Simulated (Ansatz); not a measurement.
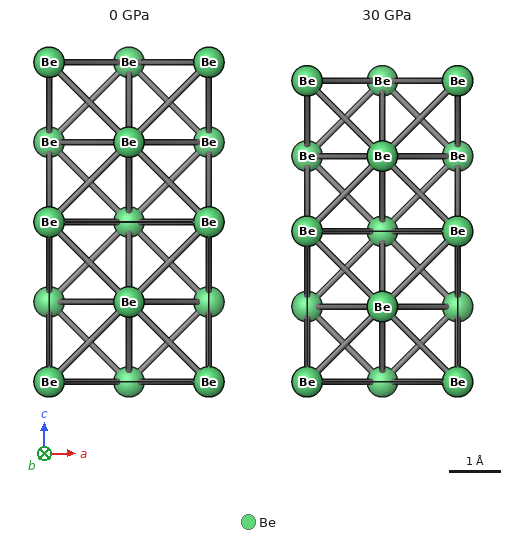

Solid Be (a generated structure, set up in Fm-3m), relaxed (cell and atoms) at several target pressures. The picture shows the first and the last member. Style: ball-and-stick. Shown: the conventional cell (4 times the calculation's cell), repeated 1 × 1 × 2 with one cell outlined, along the b axis. Lengths and directions refer to the drawn axes.

Computed with Ansatz 0.2.0: PBEsol, Ansatz PAW. (plane-wave cutoff 420 eV; k-point mesh 14 × 14 × 14; occupations fermi-dirac; smearing width 0.05 eV; no spin polarisation; cell and atoms relaxed; force threshold 0.01 eV/Å)

| pressure (GPa) | volume (Å³/atom) | a (Å) |
| --- | --- | --- |
| 0 | 7.788 | 3.146 |
| 2 | ? | ? |
| 5 | 7.500 | 3.107 |
| 10 | 7.253 | 3.073 |
| 20 | 6.842 | 3.014 |
| 30 | 6.511 | 2.964 |

One row is withheld. What does the calculation give there?

Murnaghan's form V = V₀(1 + B′P/B₀)^(−1/B′), with V₀ = 7.788 Å³ from the row at zero pressure, fits the other rows with B₀ = 126 GPa and B′ = 3.08 (largest miss 0.003 Å³). At 2 GPa it gives 7.788 × (1 + 3.08 × 2/126)^(−1/3.08) = 7.668 Å³ per atom. The calculation gives 7.667 Å³/atom (a = 3.130 Å). The estimate is 0.001 Å³/atom too high. From the first member to the last: Be–Be 2.225 → 2.096 Å.

The whole series:

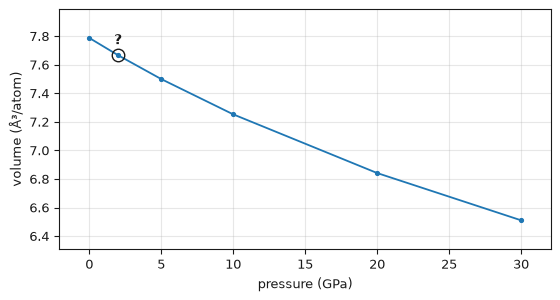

Each member starts from this one structure; whether another phase lies lower wasn't checked.
